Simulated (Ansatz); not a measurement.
Single-point calculation, with input and output: Pt

- system: Pt (Fm-3m, 3 atoms in the cell)
- method: DFT, PBE, PAW with Ansatz's default frozen-core files, scalar-relativistic, no spin polarisation (Ansatz 0.2.0)

It belongs to a series of runs on one base structure; here: bulk in the slab's orientation, PAW files. Figures and captions count atoms from 1; the log counts them from 0 in places.

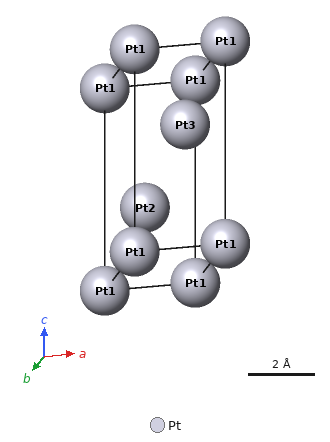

The structure as given in the input (spheres-only view of the cell of the calculation, seen at an oblique angle; atoms are numbered from 1 in the order of the input).

### Key numbers

```json
{"quantity": "outcome", "value": "converged"}
{"quantity": "space group (tolerance 0.01 Å)", "value": "Fm-3m (225)"}
{"quantity": "electrons treated", "value": "54"}
{"quantity": "free energy", "value": "−37569.0956 eV"}
{"quantity": "Fermi energy", "value": "22.259 eV"}
{"quantity": "pressure", "value": "0.01 GPa"}
{"quantity": "largest force (length of the vector)", "value": "under 0.001 eV/Å"}
{"quantity": "hardware", "value": "1 thread of Arm Neoverse V2, 24 GiB of memory available, shared host"}
{"quantity": "wall time", "value": "5.3 s"}
{"quantity": "peak memory", "value": "0.36 GiB"}
```

Spin–orbit coupling is left out, which matters for Pt.

### The input
```yaml
crystal:
  lattice:
    - [0.0, 1.9855579642, -1.9855579642]
    - [-1.9855579642, 0.0, 1.9855579642]
    - [3.9711159284, 3.9711159284, 3.9711159284]
  atoms:
    - { symbol: Pt, position: [0.0, 0.0, 0.0] }
    - { symbol: Pt, position: [0.333333333, 0.666666667, 0.333333333] }
    - { symbol: Pt, position: [0.666666667, 0.333333333, 0.666666667] }
kpoints:
  mp_grid: { grid: [13, 13, 5] }
scf:
  occupations: { method: fermi_dirac, width: 0.08 }
hamiltonian:
  xc: pbe
  pseudopotentials: { kind: paw }
output:
  forces: true
  stress: true
  eigenvalues: true
```

Run as:
```bash
ansatz run input.yaml --threads 1 --pin off --max-ram 3584MiB --backend cpu --events-out ev --progress --plain --runs-dir out
```

### Output
```
Engine: ansatz 0.2.0, aarch64-unknown-linux-gnu
Pseudopotentials: kind: paw
Pseudopotential: Pt, paw, valence charge 18, recommended cutoff 420 eV (normal), Pt.paw.azcp
Functional definition: PBE
  parameter kappa = 0.804
  parameter beta = 0.06672455060314922
  exchange = pbe_x(kappa = kappa, mu = beta*pi^2/3)
  correlation = pbe_c(beta = beta)
Crystal: 3 atoms, lattice volume = 46.968 Å³
Basis set: ecut = 420 eV, 947 PW (Γ), exchange–correlation on 40×40×96 points (8 copies of the dense FFT grid, shifted against one another)
Bands: 33, of which v1, the nominal top of the filled ones, is band 27 counted from 1 (26 counted from 0)
Symmetry: 36 space group operations
Space group: Fm-3m (ITA 225), of the structure as read, at distance tolerance 3.6e-5 Å
k-points: 91 of 845
Non-local potential: Pt, projectors of the file, l = 0: 3, l = 1: 2, l = 2: 2, l = 3: 1
PAW form: soft (Blöchl's): semilocal exchange-correlation on the pseudo side does not see the compensation charge
PAW one-centre angular grid: Pt, 590 points (default); XC on 64 Gauss nodes
Initial density: superposition of atomic densities (neutral atoms: chi_scale 0, normalization atom), corrected by the library's trained network
Initial wavefunctions: pseudopotential atomic-orbital guess
Functional: x = pbe(κ = 0.804, μ = 0.2195149727645171), c = pbe(β = 0.06672455060314922)
SCF iter   1: F=—  HF=-37569.091683 eV  |F-HF|=—  |Δ(HF+E_count)|=         —  Δρ=3.11e-3  dr2=8.99e-4  ethr=1.77e-3  ⟨swp⟩=5.2  Hψ=10519  notcnv=0  defer=1
preconditioner: auto → Kerker (q_TF=auto, 2.792 Å⁻¹)  [metal: Δε(μ)=0.001 eV  Ē_g=9.159 eV  σ=0.080 eV  W_gap=0.00  n_scr=24 (ndim 8)  ℏωp=29.7 eV  f_vac=0.000  D(μ)=6.03/eV (n_scr^D=82)]
SCF iter   2: F=—  HF=-37569.095126 eV  |F-HF|=—  |Δ(HF+E_count)|=   3.44e-3  Δρ=1.74e-3  dr2=2.93e-4  ethr=1.66e-6  ⟨swp⟩=2.9  Hψ=6317  notcnv=0  defer=1
SCF iter   3: F=—  HF=-37569.095629 eV  |F-HF|=—  |Δ(HF+E_count)|=   5.03e-4  Δρ=1.22e-4  dr2=2.30e-6  ethr=5.42e-7  ⟨swp⟩=2.0  Hψ=4349  notcnv=0  defer=1
SCF iter   4: F=—  HF=-37569.095612 eV  |F-HF|=—  |Δ(HF+E_count)|=   1.72e-5  Δρ=4.50e-5  dr2=4.55e-7  ethr=4.25e-9  ⟨swp⟩=1.7  Hψ=3710  notcnv=0  defer=1
iter 5 did not close the SCF: its close was put off for the readings that it lacked (scf_convergence_deferred on its scf_iter line)
SCF iter   5: F=-37569.095612 eV  HF=-37569.095612 eV  |F-HF|=4.41e-8  |Δ(HF+E_count)|=   2.83e-7  Δρ=1.78e-5  dr2=7.38e-8  ethr=8.43e-10  ⟨swp⟩=2.2  Hψ=3761  notcnv=0  defer=1
SCF iter   6: F=-37569.095612 eV  HF=-37569.095612 eV  |F-HF|=1.44e-9  |Δ(HF+E_count)|=   4.74e-8  Δρ=5.22e-6  dr2=7.45e-9  ethr=1.37e-10  ⟨swp⟩=2.9  Hψ=9684  notcnv=0
SCF 1 converged in 6 iterations: F = -37569.095612 eV  dr2 = 7.45e-9
  greatest PAW one-centre occupation: 1.000 electrons in one spin orbital (limit 2), on the Pt atom at site 2 (counted from 0), in its partial waves of l = 0
SCF converged after 6 iterations
Free energy (F): -37569.095612 eV
Harris-Foulkes:  -37569.095612 eV  (|F-HF|=1.44e-9)
Internal energy: -37568.973717 eV  (E = F + TS)
E sigma→0 (E₀):  -37569.034665 eV
Entropy (-TS):   -0.121895 eV (-40.632 meV/atom)
Fermi energy:    22.258923 eV
--- Per-component energies (eV) ---
  E_band       = -437.206835
  E_kinetic    = 1910.886481
  E_local      = -4531.112906  (includes V_loc(G=0)·N_el)
  E_nonlocal   = 599.396896
  E_hartree    = 1678.101913
  E_xc         = -784.760284
  E_vxc        = -907.747495  (∫ρ·V_xc dr)
  E_paw        = -28361.664694  (= ΣΔE_a)
  E_vpaw       = -864.831592  (= ΣTr[D̂ρ^β])
  E_aug_tail   = 0.000610  (compensation charges beyond the density's cutoff)
  E_ewald      = -8079.821732
  E_smearing   = -0.121895  (= −TS)
  E_closure    = 0.000000  (closes the sum)
  Σ components = -37569.095612   (vs F -37569.095612, Δ=0.00e0)
--- Forces (eV/Å), atoms counted from 1 ---
  atom   1  Pt     0.00000000     0.00000000     0.00000000
  atom   2  Pt     0.00000000     0.00000000     0.00000000
  atom   3  Pt    -0.00000000     0.00000000    -0.00000000
  max |Σ_I F_I| component: 6.41e-27 eV/Å
--- Stress (GPa, compression-positive) ---
        0.011331      -0.126983      -0.126983
       -0.126983       0.011331      -0.126983
       -0.126983      -0.126983       0.011331
  P = ⅓ Tr σ = 0.0113 GPa (0.113 kbar)
--- Band table (eV; the first three rows and the last of 91) ---
  k-point 0: bands = ["-76.1144", "-76.0937", "-76.0937", "-30.4414", "-30.4414", "-30.1757", "-30.1757", "-30.1757", "-30.1757", "-30.1313", "-30.1303", "-30.1303", "12.4426", "15.1123", "15.1123", "18.6826", "18.6833", "18.6833", "18.8715", "18.8715", "18.8715", "18.8715", "19.1721", "19.1721", "20.7136", "20.7136", "21.4794", "21.4794", "21.4794", "21.4794", "32.3099", "32.3099", "36.9730"]
  k-point 1: bands = ["-76.1132", "-76.0992", "-76.0894", "-30.5040", "-30.3607", "-30.1850", "-30.1850", "-30.1637", "-30.1637", "-30.1495", "-30.1329", "-30.1329", "12.6156", "14.6135", "15.2789", "18.4375", "18.6087", "18.7234", "18.7234", "18.7506", "18.7506", "19.0156", "19.0156", "20.4615", "20.6774", "20.6774", "20.9900", "20.9900", "21.9571", "21.9571", "29.8992", "34.7579", "36.9482"]
  k-point 2: bands = ["-76.1098", "-76.1049", "-76.0871", "-30.5381", "-30.2755", "-30.2006", "-30.1901", "-30.1901", "-30.1512", "-30.1512", "-30.1403", "-30.1403", "13.1117", "13.8457", "15.3019", "18.2928", "18.4329", "18.6362", "18.6362", "18.9139", "18.9139", "19.0455", "19.0455", "20.6166", "20.6166", "20.6763", "20.6763", "21.7017", "22.2512", "22.2512", "28.1144", "36.5783", "36.9860"]
  k-point 90: bands = ["-76.0810", "-76.0805", "-76.0788", "-30.4642", "-30.4585", "-30.4299", "-30.3810", "-30.3373", "-30.3352", "-30.2651", "-30.2440", "-30.2388", "16.8011", "17.0285", "17.0639", "17.4735", "17.5102", "17.5302", "18.2749", "18.4482", "18.6301", "20.1815", "20.2375", "20.4297", "21.9509", "22.1287", "22.2953", "26.3712", "27.2407", "27.7859", "28.0463", "29.1732", "29.3487"]
```
